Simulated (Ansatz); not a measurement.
**Ni: starts and ends of a spin-polarised SCF, part 1 of 2**

Aim: see which self-consistent states Ni reaches from different starts at one fixed geometry, and which of them is lowest. System: Ni, the deposited crystal structure (space group Fm-3m, primitive cell doubled); the cell holds 2 atoms. Source: COD entry 9008476; the sample's temperature and pressure aren't taken into account.

Computed with Ansatz 0.2.0 (DFT r2SCAN, PAW, plane waves, scalar-relativistic, unless a step's input says otherwise).

### Step 1. The starting structure

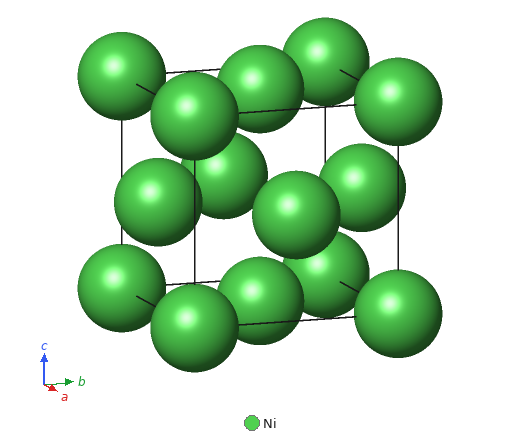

Start, viewed slightly off an axis; nickel green. Atoms on the faces are drawn again on the opposite ones. The cell drawn here is the conventional one.

As a file:

```xyz
2
Lattice="0.0000 -1.7619 -1.7619 -3.5239 -1.7619 -1.7619 0.0000 1.7619 -1.7619" Properties=species:S:1:pos:R:3 pbc="T T T"
Ni    0.0000    0.0000    0.0000
Ni   -1.7619    0.0000   -1.7619
```

In tables a label like Ni2 counts atoms in the order of input.yaml; a structure file may count by element.

First come: parallel moments, plain SCF; opposed moments +-, plain SCF; no spin polarisation; spin on, no moments given (the program may seed its own), plain SCF. What is tried next depends on their ends.

A plain SCF has the search for lower states switched off and ends at the first converged state. 

Moments by site are taken inside atomic spheres; the rest lies between them.

### Step 2. Parallel moments, plain SCF

Contents of input.yaml:

```yaml
crystal:
  lattice:
    - [0.0, -1.76194, -1.76194]
    - [-3.52388, -1.76194, -1.76194]
    - [0.0, 1.76194, -1.76194]
  atoms:
    - { symbol: Ni, position: [0.0, 0.0, 0.0], spin: 2.0 }
    - { symbol: Ni, position: [0.0, 0.5, 0.5], spin: 2.0 }
magnetization:
  spin_polarized: true
hamiltonian:
  xc: r2scan
  pseudopotentials: { kind: paw }
basis:
  ecutwfc: 500
kpoints:
  mp_grid: { grid: [12, 7, 10] }
scf:
  occupations: { method: gaussian, width: 0.1 }
  lower_state_search: "off"
output:
  forces: true
  stress: true
```

The log of the run, shortened:

```text
Warning: crystal.symmetry: narrowed to the stabiliser of the k-point mesh — unitary ops 32 → 8; excluded 24 operations that carry a point of the 12×7×10 mesh (shift [0, 0, 0]) off the mesh (the run samples exactly the mesh kpoints.mp_grid names, as under crystal.symmetry.detect: false, [...]
Pseudopotentials: kind: paw
Pseudopotential: Ni, paw, valence charge 18, recommended cutoff 500 eV (meta_gga), Ni.paw.azcp
Functional definition: r2SCAN
[...]
Crystal: 2 atoms, lattice volume = 21.879 Å³
Basis set: ecut = 500 eV, 569 PW (Γ), exchange–correlation on 80×128×80 points (64 copies of the dense FFT grid, shifted against one another)
Bands: 24, of which v1, the nominal top of the filled ones, is band 18 counted from 1 (17 counted from 0)
Symmetry: 8 space group operations
k-points: 258 of 840
[...]
Starting moments: Σ|m| = 4 μB on 2 of 2 sites
[...]
SCF iter   1: F=-11690.361561 eV  HF=-11689.736864 eV  |F-HF|=6.25e-1  |Δ(HF+E_count)|=         —  Δρ=1.10e-1 (↑9.09e-2 ↓1.10e-1)  dr2=4.75e-2  dr2_τ=3.39e-2  dr2_m=2.00e0  M=2.081 μB ∫|m|=2.356 μB  β_m=0.62  ethr=1.33e-4  ⟨swp⟩=1.8  Hψ=66857  notcnv=0
[...]
spin-set hold released at iteration 1 (the charge has settled, or the pull on large starting moments outlasts its swing): the magnetisation degrees of freedom join the quasi-Newton model from the next iteration; the mixer history was flushed
[...]
SCF iter  14: F=-11690.570568 eV  HF=-11690.570568 eV  |F-HF|=5.45e-9  |Δ(HF+E_count)|=   4.75e-7  Δρ=4.83e-6 (↑4.46e-6 ↓4.83e-6)  dr2=4.80e-9  dr2_τ=5.40e-11  dr2_m=1.57e-10  M=1.514 μB ∫|m|=1.865 μB  ethr=1.05e-10  ⟨swp⟩=4.8  Hψ=45820  notcnv=0
[...]
this state was not tested for a lower state beside it, because the mixer in use, unlike msr1, does not test its closes by its own steps (another_mixer; see scf.mixing.algorithm and scf.lower_state_search)
SCF converged after 14 iterations
Magnetization: 1.5144 μB (18.7572 up, 17.2428 down)
Absolute magnetization: 1.8669 μB (∫|ρ↑−ρ↓|, with the PAW one-centre terms)
Spin contamination: 0.0435 ħ² per cell (⟨S²⟩ above its minimum at these occupations)
Per-site moments (μB) at R_I (Å): [(0.8266658981871104, 1.0278507706861562), (0.8266658981871104, 1.0278507706861562)]
Free energy (F): -11690.570568 eV
[...]
E sigma→0 (E₀):  -11690.564605 eV
Entropy (-TS):   -0.011926 eV (-5.963 meV/atom)
Fermi energy:    18.016048 eV
[...]
--- Forces (eV/Å), atoms counted from 1 ---
  atom   1  Ni     0.00000000    -0.00000000     0.00000000
  atom   2  Ni     0.00000000     0.00000000     0.00000000
[...]
--- Stress (GPa, compression-positive) ---
       -7.534465       0.078740       0.078740
        0.078772      -7.969321       0.254693
        0.078772       0.254693      -7.969321
  P = ⅓ Tr σ = -7.8244 GPa (-78.244 kbar)
```

It took 34 s on 2 threads of an Arm CPU, shared host; peak memory 0.55 GiB.

The state reached is ferromagnetic, site moments Ni1 0.83, Ni2 0.83 μB, total 1.51 μB per cell, no gap on the k-mesh.

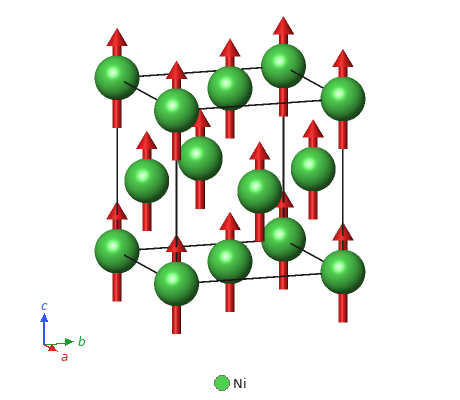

The moments of this state as arrows, longer for larger moments (red one way, blue the other). Without spin-orbit coupling their common direction is free.

### Step 3. Opposed moments +-, plain SCF

input.yaml: that of step 2 with these lines changed.

```diff
@@ -7,3 +7,3 @@
     - { symbol: Ni, position: [0.0, 0.0, 0.0], spin: 2.0 }
-    - { symbol: Ni, position: [0.0, 0.5, 0.5], spin: 2.0 }
+    - { symbol: Ni, position: [0.0, 0.5, 0.5], spin: -2.0 }
 magnetization:
```

The log of the run:

```text
Warning: crystal.symmetry: narrowed to the stabiliser of the k-point mesh — unitary ops 16 → 4; excluded 12 operations that carry a point of the 12×7×10 mesh (shift [0, 0, 0]) off the mesh (the run samples exactly the mesh kpoints.mp_grid names, as under crystal.symmetry.detect: false, and its converged state has the mesh's symmetry, not the crystal's; ε∞, the Born charges and the force constants of a linear response (`dielectric:` by the response, `phonons.method: dfpt`) are averaged over those of the crystal's operations that the state keeps within a tolerance, where `mesh_tensors`, `unaveraged_element` or `gamma_mean_max_change_ev_ang2` stands beside them; a row that `dielectric.field_direction` solves alone is averaged likewise, with nothing beside; a Γ-centred mesh of equal divisions is mapped onto itself by every operation and keeps the whole group, as does a half-shifted one under kpoints.further_shifts: images)
[... 12 lines as in an earlier run ...]
Symmetry: 4 space group operations
[... 6 lines as in an earlier run ...]
Starting moments: Σ|m| = 4 μB on 2 of 2 sites
[... 2 lines as in an earlier run ...]
spin-down is spin-up translated by (0, 0.5, 0.5): one eigenproblem is solved per k-point and the antiferromagnetic symmetry of the starting moments is kept exactly by this SCF (crystal.symmetry.spin_inversion_symmetry: false solves both channels; [...]
iter 1 solved again at ethr=3.75e-4 eV; its pass at ethr=3.10e-3 eV (dr2=1.35e-1 eV) is discarded
SCF iter   1: F=-11689.873077 eV  HF=-11689.239418 eV  |F-HF|=6.34e-1  |Δ(HF+E_count)|=         —  Δρ=1.23e-1 (↑1.23e-1 ↓1.23e-1)  dr2=1.35e-1  dr2_τ=3.72e-2  dr2_m=2.93e0  M=0.000 μB ∫|m|=2.081 μB  β_m=0.30  ethr=3.75e-4  ⟨swp⟩=1.4  Hψ=34115  notcnv=0
Mixer restart at iter 1: flushing history
preconditioner: auto → none  [metal: Δε(μ)=0.004 eV  Ē_g=12.189 eV  σ=0.100 eV  W_gap=0.02  n_scr=6 (ndim 8)  ℏωp=35.5 eV  f_vac=0.000  D(μ)=6.12/eV (n_scr^D=122)  sad-step TF]
[... 1 line as in an earlier run ...]
SCF iter   2: F=-11690.004152 eV  HF=-11689.672635 eV  |F-HF|=3.32e-1  |Δ(HF+E_count)|=   4.33e-1  Δρ=1.03e-1 (↑1.03e-1 ↓1.03e-1)  dr2=1.08e-1  dr2_τ=8.14e-3  dr2_m=2.09e0  M=0.000 μB ∫|m|=1.858 μB  β_m=0.30  ethr=3.74e-4  ⟨swp⟩=2.9  Hψ=12049  notcnv=0  defer=1  κ⁻¹=1.0e0(r=1)
SCF iter   3: F=-11690.142959 eV  HF=-11690.320823 eV  |F-HF|=1.78e-1  |Δ(HF+E_count)|=   6.48e-1  Δρ=3.37e-2 (↑3.37e-2 ↓3.37e-2)  dr2=2.00e-1  dr2_τ=1.67e-3  dr2_m=9.66e-2  M=0.000 μB ∫|m|=0.844 μB  β_m=0.30  ethr=2.99e-4  ⟨swp⟩=3.1  Hψ=16403  notcnv=0  defer=308  κ⁻¹=1.4e-2(r=2)
SCF iter   4: F=-11690.307720 eV  HF=-11690.286235 eV  |F-HF|=2.15e-2  |Δ(HF+E_count)|=   3.46e-2  Δρ=1.97e-2 (↑1.97e-2 ↓1.97e-2)  dr2=2.09e-2  dr2_τ=9.21e-4  dr2_m=4.97e-2  M=0.000 μB ∫|m|=0.746 μB  β_m=0.30  ethr=2.99e-4  ⟨swp⟩=2.5  Hψ=12344  notcnv=0  defer=327  κ⁻¹=5.5e-3(r=3)
SCF iter   5: F=-11690.329249 eV  HF=-11690.303715 eV  |F-HF|=2.55e-2  |Δ(HF+E_count)|=   1.75e-2  Δρ=7.04e-3 (↑7.04e-3 ↓7.04e-3)  dr2=3.15e-3  dr2_τ=1.84e-4  dr2_m=5.45e-3  M=0.000 μB ∫|m|=0.578 μB  β_m=0.30  ethr=5.81e-5  ⟨swp⟩=2.2  Hψ=12081  notcnv=0  defer=331  κ⁻¹=2.4e-3(r=4)
SCF iter   6: F=-11690.336067 eV  HF=-11690.327167 eV  |F-HF|=8.90e-3  |Δ(HF+E_count)|=   2.35e-2  Δρ=3.87e-3 (↑3.87e-3 ↓3.87e-3)  dr2=1.85e-3  dr2_τ=1.32e-5  dr2_m=1.74e-3  M=0.000 μB ∫|m|=0.566 μB  β_m=0.30  ethr=8.75e-6  ⟨swp⟩=2.0  Hψ=13408  notcnv=0  defer=332  κ⁻¹=1.2e-4(r=5)
SCF iter   7: F=-11690.337907 eV  HF=-11690.336536 eV  |F-HF|=1.37e-3  |Δ(HF+E_count)|=   9.37e-3  Δρ=2.45e-3 (↑2.45e-3 ↓2.45e-3)  dr2=1.14e-3  dr2_τ=1.30e-5  dr2_m=4.86e-4  M=0.000 μB ∫|m|=0.594 μB  β_m=0.30  ethr=5.15e-6  ⟨swp⟩=2.0  Hψ=12144  notcnv=0  defer=332  κ⁻¹=4.8e-5(r=6)
SCF iter   8: F=-11690.338620 eV  HF=-11690.338436 eV  |F-HF|=1.84e-4  |Δ(HF+E_count)|=   1.90e-3  Δρ=5.98e-4 (↑5.98e-4 ↓5.98e-4)  dr2=2.38e-5  dr2_τ=2.34e-6  dr2_m=3.87e-5  M=0.000 μB ∫|m|=0.603 μB  β_m=0.30  ethr=3.18e-6  ⟨swp⟩=2.0  Hψ=11890  notcnv=0  defer=332  κ⁻¹=9.5e-6(r=7)
SCF iter   9: F=-11690.338689 eV  HF=-11690.338624 eV  |F-HF|=6.50e-5  |Δ(HF+E_count)|=   1.87e-4  Δρ=4.35e-4 (↑4.35e-4 ↓4.35e-4)  dr2=1.85e-5  dr2_τ=2.53e-7  dr2_m=2.30e-5  M=0.000 μB ∫|m|=0.600 μB  β_m=0.30  ethr=6.61e-8  ⟨swp⟩=2.1  Hψ=11059  notcnv=0  defer=332  κ⁻¹=8.2e-7(r=8)
SCF iter  10: F=-11690.338738 eV  HF=-11690.338733 eV  |F-HF|=5.00e-6  |Δ(HF+E_count)|=   1.10e-4  Δρ=2.93e-4 (↑2.93e-4 ↓2.93e-4)  dr2=2.64e-5  dr2_τ=1.02e-7  dr2_m=6.06e-6  M=0.000 μB ∫|m|=0.605 μB  β_m=0.30  ethr=5.14e-8  ⟨swp⟩=2.0  Hψ=10591  notcnv=0  defer=332  κ⁻¹=1.4e-7(r=8)
SCF iter  11: F=-11690.338756 eV  HF=-11690.338751 eV  |F-HF|=5.69e-6  |Δ(HF+E_count)|=   1.75e-5  Δρ=1.89e-4 (↑1.89e-4 ↓1.89e-4)  dr2=4.95e-6  dr2_τ=5.82e-8  dr2_m=4.61e-6  M=0.000 μB ∫|m|=0.605 μB  β_m=0.30  ethr=5.14e-8  ⟨swp⟩=2.1  Hψ=7319  notcnv=0  defer=332  κ⁻¹=1.4e-6(r=8)
SCF iter  12: F=-11690.338773 eV  HF=-11690.338765 eV  |F-HF|=7.48e-6  |Δ(HF+E_count)|=   1.44e-5  Δρ=1.49e-4 (↑1.49e-4 ↓1.49e-4)  dr2=1.52e-6  dr2_τ=3.75e-8  dr2_m=3.26e-6  M=0.000 μB ∫|m|=0.606 μB  β_m=0.30  ethr=1.37e-8  ⟨swp⟩=2.0  Hψ=10197  notcnv=0  defer=332  κ⁻¹=9.6e-7(r=8)
SCF iter  13: F=-11690.338782 eV  HF=-11690.338776 eV  |F-HF|=6.21e-6  |Δ(HF+E_count)|=   1.09e-5  Δρ=1.36e-4 (↑1.36e-4 ↓1.36e-4)  dr2=4.61e-7  dr2_τ=3.21e-8  dr2_m=3.03e-6  M=0.000 μB ∫|m|=0.607 μB  β_m=0.30  ethr=4.21e-9  ⟨swp⟩=2.0  Hψ=9758  notcnv=0  defer=332  κ⁻¹=5.9e-6(r=8)
SCF iter  14: F=-11690.338802 eV  HF=-11690.338797 eV  |F-HF|=5.33e-6  |Δ(HF+E_count)|=   2.07e-5  Δρ=1.27e-4 (↑1.27e-4 ↓1.27e-4)  dr2=2.49e-7  dr2_τ=2.84e-8  dr2_m=2.77e-6  M=0.000 μB ∫|m|=0.608 μB  β_m=0.30  ethr=1.28e-9  ⟨swp⟩=2.6  Hψ=11282  notcnv=0  defer=332  κ⁻¹=3.1e-6(r=8)
SCF iter  15: F=-11690.338835 eV  HF=-11690.338829 eV  |F-HF|=5.95e-6  |Δ(HF+E_count)|=   3.20e-5  Δρ=1.40e-4 (↑1.40e-4 ↓1.40e-4)  dr2=3.51e-6  dr2_τ=2.57e-8  dr2_m=2.28e-6  M=0.000 μB ∫|m|=0.608 μB  β_m=0.30  ethr=6.91e-10  ⟨swp⟩=3.1  Hψ=14952  notcnv=0  defer=332  κ⁻¹=2.1e-6(r=8)
SCF iter  16: F=-11690.338852 eV  HF=-11690.338848 eV  |F-HF|=3.65e-6  |Δ(HF+E_count)|=   1.91e-5  Δρ=1.09e-4 (↑1.09e-4 ↓1.09e-4)  dr2=3.50e-7  dr2_τ=2.14e-8  dr2_m=1.96e-6  M=0.000 μB ∫|m|=0.609 μB  β_m=0.30  ethr=6.91e-10  ⟨swp⟩=3.4  Hψ=13833  notcnv=0  defer=332  κ⁻¹=5.0e-5(r=8)
SCF iter  17: F=-11690.338914 eV  HF=-11690.338910 eV  |F-HF|=4.68e-6  |Δ(HF+E_count)|=   6.17e-5  Δρ=1.06e-4 (↑1.06e-4 ↓1.06e-4)  dr2=1.73e-6  dr2_τ=1.33e-8  dr2_m=1.11e-6  M=0.000 μB ∫|m|=0.611 μB  β_m=0.30  ethr=6.91e-10  ⟨swp⟩=3.8  Hψ=16181  notcnv=0  defer=332  κ⁻¹=1.0e-4(r=8)
SCF iter  18: F=-11690.338916 eV  HF=-11690.338912 eV  |F-HF|=3.62e-6  |Δ(HF+E_count)|=   2.34e-6  Δρ=8.95e-5 (↑8.95e-5 ↓8.95e-5)  dr2=1.48e-6  dr2_τ=9.85e-9  dr2_m=7.69e-7  M=0.000 μB ∫|m|=0.611 μB  β_m=0.30  ethr=6.91e-10  ⟨swp⟩=2.0  Hψ=10694  notcnv=0  defer=332  κ⁻¹=1.9e-4(r=8)
SCF iter  19: F=-11690.338944 eV  HF=-11690.338942 eV  |F-HF|=1.21e-6  |Δ(HF+E_count)|=   3.05e-5  Δρ=6.63e-5 (↑6.63e-5 ↓6.63e-5)  dr2=2.50e-7  dr2_τ=5.28e-9  dr2_m=5.60e-7  M=0.000 μB ∫|m|=0.612 μB  β_m=0.30  ethr=6.91e-10  ⟨swp⟩=3.6  Hψ=15872  notcnv=0  defer=332  κ⁻¹=8.2e-5(r=8)
SCF iter  20: F=-11690.338943 eV  HF=-11690.338942 eV  |F-HF|=8.96e-7  |Δ(HF+E_count)|=   3.01e-7  Δρ=4.29e-5 (↑4.29e-5 ↓4.29e-5)  dr2=7.30e-8  dr2_τ=3.19e-9  dr2_m=2.63e-7  M=0.000 μB ∫|m|=0.612 μB  β_m=0.30  ethr=2.78e-10  ⟨swp⟩=4.0  Hψ=28746  notcnv=0  κ⁻¹=5.1e-4(r=8)
SCF iter  21: F=-11690.338950 eV  HF=-11690.338950 eV  |F-HF|=9.51e-8  |Δ(HF+E_count)|=   8.06e-6  Δρ=3.12e-5 (↑3.12e-5 ↓3.12e-5)  dr2=8.59e-8  dr2_τ=1.91e-9  dr2_m=1.24e-7  M=0.000 μB ∫|m|=0.613 μB  β_m=0.30  ethr=2.03e-10  ⟨swp⟩=6.3  Hψ=30040  notcnv=0  κ⁻¹=5.4e-5(r=8)
iter 22 did not close the SCF: its close was put off for a magnetic moment that had not settled (scf_convergence_deferred on its scf_iter line)
SCF iter  22: F=-11690.338951 eV  HF=-11690.338951 eV  |F-HF|=1.03e-7  |Δ(HF+E_count)|=   1.19e-6  Δρ=1.72e-5 (↑1.72e-5 ↓1.72e-5)  dr2=2.27e-8  dr2_τ=5.47e-10  dr2_m=3.89e-8  M=0.000 μB ∫|m|=0.613 μB  β_m=0.30  ethr=2.03e-10  ⟨swp⟩=5.5  Hψ=26987  notcnv=0  κ⁻¹=1.7e-4(r=8)
iter 23 did not close the SCF: its close was put off for a magnetic moment that had not settled (scf_convergence_deferred on its scf_iter line)
SCF iter  23: F=-11690.338952 eV  HF=-11690.338952 eV  |F-HF|=1.39e-8  |Δ(HF+E_count)|=   5.70e-7  Δρ=7.39e-6 (↑7.39e-6 ↓7.39e-6)  dr2=2.86e-9  dr2_τ=1.44e-10  dr2_m=9.09e-9  M=0.000 μB ∫|m|=0.613 μB  β_m=0.30  ethr=6.30e-11  ⟨swp⟩=3.1  Hψ=31577  notcnv=0  κ⁻¹=4.4e-4(r=8)
iter 24 did not close the SCF: its close was put off for a magnetic moment that had not settled (scf_convergence_deferred on its scf_iter line)
SCF iter  24: F=-11690.338952 eV  HF=-11690.338952 eV  |F-HF|=1.57e-8  |Δ(HF+E_count)|=   3.02e-8  Δρ=1.08e-5 (↑1.08e-5 ↓1.08e-5)  dr2=7.87e-9  dr2_τ=1.89e-10  dr2_m=1.19e-8  M=0.000 μB ∫|m|=0.613 μB  β_m=0.30  ethr=7.94e-12  ⟨swp⟩=2.4  Hψ=27173  notcnv=0  κ⁻¹=2.9e-4(r=8)
iter 25 did not close the SCF: its close was put off for a magnetic moment that had not settled (scf_convergence_deferred on its scf_iter line)
SCF iter  25: F=-11690.338952 eV  HF=-11690.338952 eV  |F-HF|=8.15e-9  |Δ(HF+E_count)|=   1.53e-8  Δρ=4.55e-6 (↑4.55e-6 ↓4.55e-6)  dr2=3.96e-10  dr2_τ=5.08e-11  dr2_m=3.67e-9  M=0.000 μB ∫|m|=0.613 μB  β_m=0.30  ethr=7.94e-12  ⟨swp⟩=2.4  Hψ=25396  notcnv=0  κ⁻¹=5.6e-5(r=8)
iter 26 did not close the SCF: its close was put off for a magnetic moment that had not settled (scf_convergence_deferred on its scf_iter line)
SCF iter  26: F=-11690.338952 eV  HF=-11690.338952 eV  |F-HF|=5.22e-9  |Δ(HF+E_count)|=   1.44e-8  Δρ=4.05e-6 (↑4.05e-6 ↓4.05e-6)  dr2=5.49e-10  dr2_τ=3.70e-11  dr2_m=2.62e-9  M=0.000 μB ∫|m|=0.613 μB  β_m=0.30  ethr=1.10e-12  ⟨swp⟩=1.9  Hψ=24141  notcnv=0  κ⁻¹=1.6e-5(r=8)
iter 27 did not close the SCF: its close was put off for a magnetic moment that had not settled (scf_convergence_deferred on its scf_iter line)
SCF iter  27: F=-11690.338952 eV  HF=-11690.338952 eV  |F-HF|=3.04e-9  |Δ(HF+E_count)|=   4.70e-9  Δρ=3.68e-6 (↑3.68e-6 ↓3.68e-6)  dr2=6.15e-10  dr2_τ=1.95e-11  dr2_m=1.74e-9  M=0.000 μB ∫|m|=0.613 μB  β_m=0.30  ethr=1.10e-12  ⟨swp⟩=2.1  Hψ=26435  notcnv=0  κ⁻¹=8.5e-5(r=8)
SCF iter  28: F=-11690.338952 eV  HF=-11690.338952 eV  |F-HF|=1.17e-9  |Δ(HF+E_count)|=   1.28e-8  Δρ=1.70e-6 (↑1.70e-6 ↓1.70e-6)  dr2=1.18e-10  dr2_τ=7.09e-12  dr2_m=4.14e-10  M=0.000 μB ∫|m|=0.613 μB  ethr=1.10e-12  ⟨swp⟩=1.7  Hψ=23481  notcnv=0
SCF 1 converged in 28 iterations: F = -11690.338952 eV  dr2 = 1.18e-10
[... 1 line as in an earlier run ...]
SCF converged after 28 iterations
Magnetization: 0.0000 μB (18.0000 up, 18.0000 down)
Absolute magnetization: 0.6133 μB (∫|ρ↑−ρ↓|, with the PAW one-centre terms)
Spin contamination: 0.2894 ħ² per cell (⟨S²⟩ above its minimum at these occupations)
Per-site moments (μB) at R_I (Å): [(0.30000793879584814, 1.0278507706861562), (-0.30000793879584814, 1.0278507706861562)]
Free energy (F): -11690.338952 eV
Harris-Foulkes:  -11690.338952 eV  (|F-HF|=1.17e-9)
Internal energy: -11690.316728 eV  (E = F + TS)
E sigma→0 (E₀):  -11690.327840 eV
Entropy (-TS):   -0.022224 eV (-11.112 meV/atom)
Fermi energy:    17.673082 eV
--- Per-component energies (eV) ---
  E_band       = -621.965859
  E_kinetic    = 564.019638
  E_local      = -6909.762119  (includes V_loc(G=0)·N_el)
  E_nonlocal   = 1282.567441
  E_hartree    = 2890.562211
  E_xc         = -156.928898
  E_vxc        = -232.878116  (∫ρ·V_xc dr)
  E_paw        = -3289.989657  (= ΣΔE_a)
  E_vpaw       = -1124.260979  (= ΣTr[D̂ρ^β])
  E_aug_tail   = 0.000455  (compensation charges beyond the density's cutoff)
  E_vtau       = 17.224025  (kinetic-family band-sum trace: ∫τ·v_τ [+ j·A + Jᵃ·Aᵃ] dr)
  E_ewald      = -6070.185663
  E_core_change = -0.600137  (= ΣΔE_core)
  E_smearing   = -0.022224  (= −TS)
  E_closure    = -0.000000  (closes the sum)
  Σ components = -11690.338952   (vs F -11690.338952, Δ=0.00e0)
--- Forces (eV/Å), atoms counted from 1 ---
  atom   1  Ni     0.00000000    -0.00000000     0.00000000
  atom   2  Ni     0.00000000    -0.00000000     0.00000000
  max |Σ_I F_I| component: 4.61e-30 eV/Å
--- Stress (GPa, compression-positive) ---
       -8.868442      -0.091814      -0.091814
       -0.091832     -10.130176       0.568088
       -0.091832       0.568088     -10.130176
  P = ⅓ Tr σ = -9.7096 GPa (-97.096 kbar)
```

It took 37 s on 2 threads of an Arm CPU, shared host; peak memory 0.53 GiB.

Result: antiferromagnetic (magnetic neighbours of Ni1 with a moment over 0.3 of its own that point the other way: 8 of 12 at 2.49 Å, 0 of 6 at 3.52 Å), site moments Ni1 0.30, Ni2 -0.30 μB, total 0.00 μB per cell, no gap on the k-mesh. Against step 2, the lowest until now, it is 116 meV/atom higher.

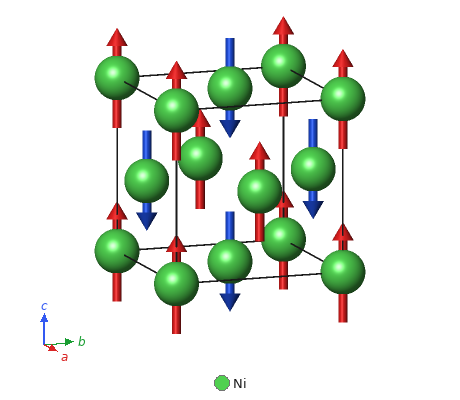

Arrows show the site moments: red and blue are opposite signs, and length grows with size. The axis is drawn upright for the eye.

### Step 4. No spin polarisation

input.yaml: that of step 3 with these lines changed.

```diff
@@ -6,6 +6,4 @@
   atoms:
-    - { symbol: Ni, position: [0.0, 0.0, 0.0], spin: 2.0 }
-    - { symbol: Ni, position: [0.0, 0.5, 0.5], spin: -2.0 }
-magnetization:
-  spin_polarized: true
+    - { symbol: Ni, position: [0.0, 0.0, 0.0] }
+    - { symbol: Ni, position: [0.0, 0.5, 0.5] }
 hamiltonian:
```

The log of the run, shortened:

```text
[... 12 lines as in an earlier run ...]
Bands: 22, of which v1, the nominal top of the filled ones, is band 18 counted from 1 (17 counted from 0)
[... 6 lines as in an earlier run ...]
[...]
[... 2 lines as in an earlier run ...]
SCF iter   1: F=-11690.295622 eV  HF=-11690.214524 eV  |F-HF|=8.11e-2  |Δ(HF+E_count)|=         —  Δρ=2.05e-2  dr2=4.93e-2  dr2_τ=5.86e-2  ethr=1.77e-3  ⟨swp⟩=5.1  Hψ=22274  notcnv=0
[...]
SCF iter   9: F=-11690.313662 eV  HF=-11690.313662 eV  |F-HF|=1.26e-9  |Δ(HF+E_count)|=   1.63e-8  Δρ=4.79e-6  dr2=1.88e-9  dr2_τ=3.49e-11  ethr=2.78e-10  ⟨swp⟩=5.1  Hψ=24128  notcnv=0
[...]
SCF converged after 9 iterations
Free energy (F): -11690.313662 eV
[...]
E sigma→0 (E₀):  -11690.296219 eV
Entropy (-TS):   -0.034886 eV (-17.443 meV/atom)
Fermi energy:    17.613265 eV
[...]
--- Forces (eV/Å), atoms counted from 1 ---
  atom   1  Ni     0.00000000     0.00000000     0.00000000
  atom   2  Ni     0.00000000    -0.00000000     0.00000000
[...]
--- Stress (GPa, compression-positive) ---
      -10.277335      -0.075600      -0.075600
       -0.075600     -10.689253       0.098164
       -0.075600       0.098164     -10.689253
  P = ⅓ Tr σ = -10.5519 GPa (-105.519 kbar)
```

Run time: 9.6 s. Hardware: 2 threads of an Arm CPU, shared host; peak memory 0.45 GiB.

Result: non-magnetic (no spin polarisation), no gap on the k-mesh. It lies 128 meV/atom above the lowest state so far (step 2).

(Continued in part 2 of 2.)
